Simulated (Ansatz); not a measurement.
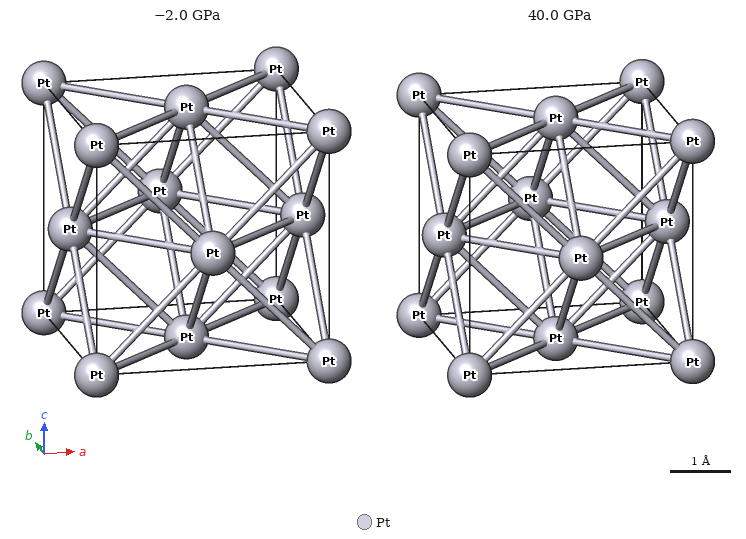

A crystal of Pt (set up in Fm-3m), relaxed (cell and atoms) at several target pressures. The picture shows the first and the last member. Style: ball-and-stick. Shown: the conventional cell (4 times the calculation's cell), slightly off an axis. Lengths and directions refer to the drawn axes.

Computed with Ansatz 0.2.0: DFT PBE, scalar-relativistic, plane waves, PAW. Settings: plane-wave cutoff 420 eV; k-point mesh 18 × 18 × 18; occupations gaussian; smearing width 0.1 eV; no spin polarisation; cell and atoms relaxed; force threshold 0.008 eV/Å.

```tsv
pressure (GPa)	volume (Å³/atom)	a (Å)
−2.0	15.773	3.981
0.0	15.644	3.970
2.0	15.521	3.960
5.0	15.347	3.945
10.0	15.083	3.922
20.0	?	?
40.0	13.912	3.818
```

Question: Fill in the missing row.

Answer: Murnaghan's form V = V₀(1 + B′P/B₀)^(−1/B′), with V₀ = 15.644 Å³ from the row at zero pressure, fits the other rows with B₀ = 249 GPa and B′ = 5.11 (largest miss 0.001 Å³). At 20.0 GPa it gives 15.644 × (1 + 5.11 × 20.0/249)^(−1/5.11) = 14.626 Å³ per atom. The calculation gives 14.627 Å³/atom (a = 3.882 Å). The estimate is 0.001 Å³/atom too low. From the first member to the last: Pt–Pt 2.815 → 2.700 Å.

The whole series:

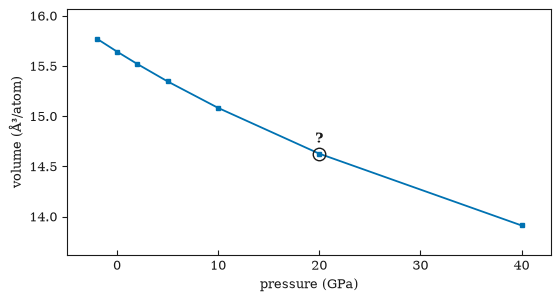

Each member starts from this one structure; whether another phase lies lower wasn't checked.
